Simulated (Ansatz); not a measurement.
A series of calculations on Na₁₇F₁₅ and related structures

Part 1: Relaxation

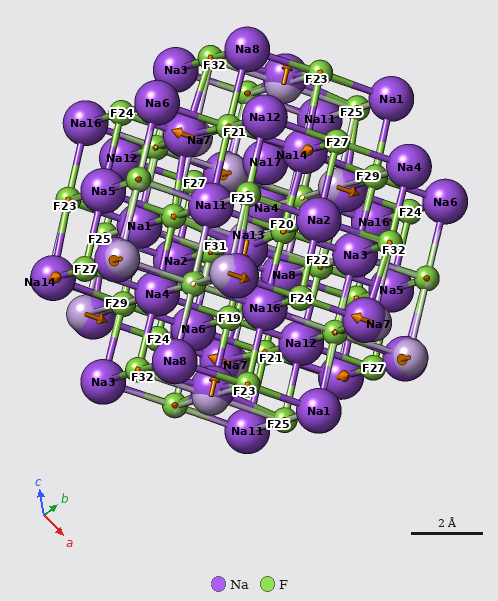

A relaxation of a defect cell of composition Na₁₇F₁₅. The starting structure is drawn faded, the final one solid; orange arrows show the displacements, magnified 3 times.

A ball-and-stick model of the atoms within 5.8 Å of the atom that moves most (axes of the cell of the calculation (origin shifted)), seen slightly off an axis.

Case: Na on a F site (b), charge +0, atoms relaxed at the host's cell.

Level of theory: DFT PBE, scalar-relativistic, plane waves, PAW (Ansatz 0.2.0). Set-up: plane-wave cutoff 420 eV; k-point mesh 2 × 2 × 2; occupations gaussian; smearing width 0.01 eV; mesh shifted by (0.5, 0.5, 0.5); no spin polarisation; atoms relaxed in a fixed cell; force threshold 0.025 eV/Å; at most 45 steps.

Atoms of which element are displaced furthest, and by how much?

Answer. Sodium: up to 0.25 Å, against 0.06 Å for fluorine.

Describe the change and its energy.

Answer. After 3 geometry steps the energy has fallen by 1.415 eV per cell of the calculation. The largest force component goes from 1.8 to 0.0088 eV/Å. The largest moves, 0.25 Å, are those of Na atoms. By element the largest moves are Na 0.25 Å, F 0.06 Å. The lattice vectors keep their values. Some distances before and after: Na–Na 2.350 → 2.597 Å, F–Na 2.350 → 2.103 Å, Na–Na 3.323 → 3.154 Å, F–Na 2.350 → 2.400 Å. Among the angles between lasting bonds that change: Na–F–Na 90.0° → 99.8°, F–Na–F 180.0° → 170.2°, Na–F–Na 90.0° → 84.1°. Cost: 18 s on 4 threads of Arm Neoverse V1, with other jobs on the host, peak memory 0.91 GiB.

Limits of the set-up: the periodic images lie only 8.1 Å apart, so the values are limited by the cell's size.

Part 2: Relaxation

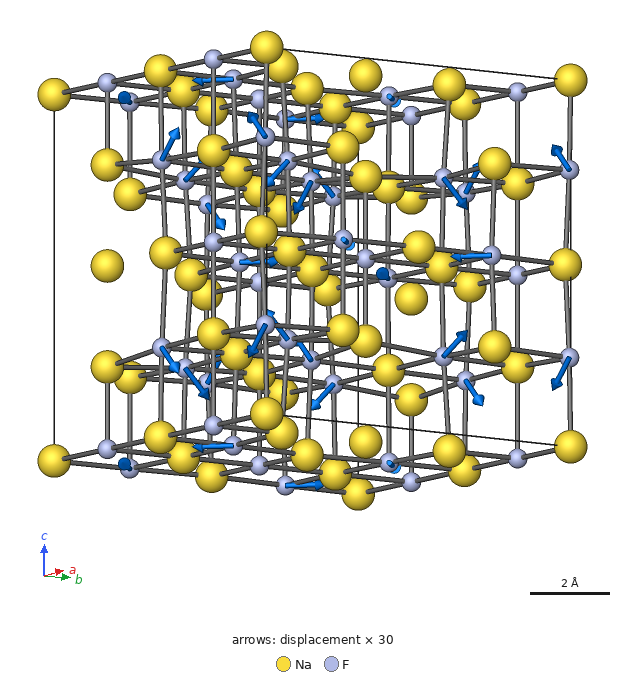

A relaxation of a defect cell of composition Na17F15 (cell charge −2). The starting structure is drawn; blue arrows show the displacements, 30 times their true length.

Style: ball-and-stick. Shown: the conventional cell (2 times the calculation's cell), from a free direction. Lengths and directions refer to the drawn axes.

Case: Na on a F site (b), charge -2, atoms relaxed at the host's cell.

These are results of Ansatz 0.2.0, DFT PBE, scalar-relativistic, plane waves, PAW, not measurements. Settings: plane-wave cutoff 420 eV; k-point mesh 2 × 2 × 2; occupations gaussian; smearing width 0.01 eV; mesh shifted by (0.5, 0.5, 0.5); no spin polarisation; atoms relaxed in a fixed cell; force threshold 0.025 eV/Å; at most 45 steps.

Describe the change and its energy.

After 2 geometry steps the energy has fallen by 21.3 meV per cell of the calculation. Largest force component: 0.07 eV/Å at the start, 0.0049 eV/Å at the end. The largest moves, 0.036 Å, are those of F atoms. Largest moves by element: F 0.036 Å, Na 0.004 Å. The cell doesn't change. Near-neighbour distances that change, for instance: F–Na 2.293 → 2.268 Å, F–Na 2.415 → 2.438 Å.

Limits of the set-up: the k-point mesh is coarse for a cell with partly filled bands; the periodic images lie only 8.1 Å apart, so the values are limited by the cell's size; the cell is charged, on a uniform background, and energies carry no finite-size correction.

Part 3: Defect

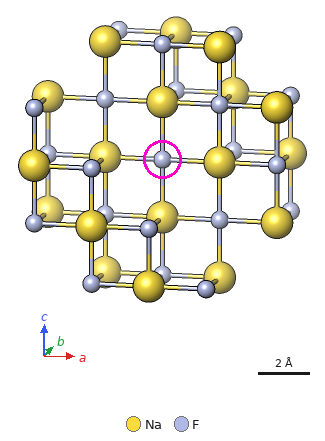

Perfect NaF. Style: ball-and-stick. Shown: the atoms within 6.0 Å of one point, in a slice 4.2 Å thick across the line of sight, slightly off an axis.

Method: Ansatz 0.2.0, DFT PBE, scalar-relativistic, plane waves, PAW. Set-up: plane-wave cutoff 420 eV; k-point mesh 2 × 2 × 2; occupations gaussian; smearing width 0.01 eV; mesh shifted by (0.5, 0.5, 0.5); collinear spin. The cell is small and the k-mesh coarse, so the numbers are rough. The axes drawn are those of the host's conventional cell.

A fluorine atom is taken out (a vacancy) at the ringed place, in charge state 0. The supercell has 32 sites, and the atoms are relaxed at the host's cell.

Question: How do the neighbours respond?

Answer: Around the empty F site the host had 6 Na at 2.35 Å; after relaxation the nearest atoms are 6 Na at 2.41 Å. Of the host's atoms, a sodium atom moves furthest from its site, by 0.06 Å. The cell's net moment is 1.00 μB. Relaxing the atoms from the host's sites lowers the energy by 0.05 eV. At a tolerance of 0.02 Å the relaxed supercell has space group Im-3m.

The relaxed defect, seen from the same direction:

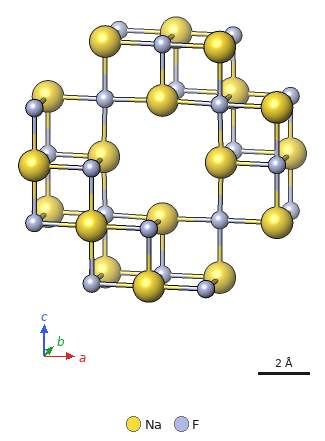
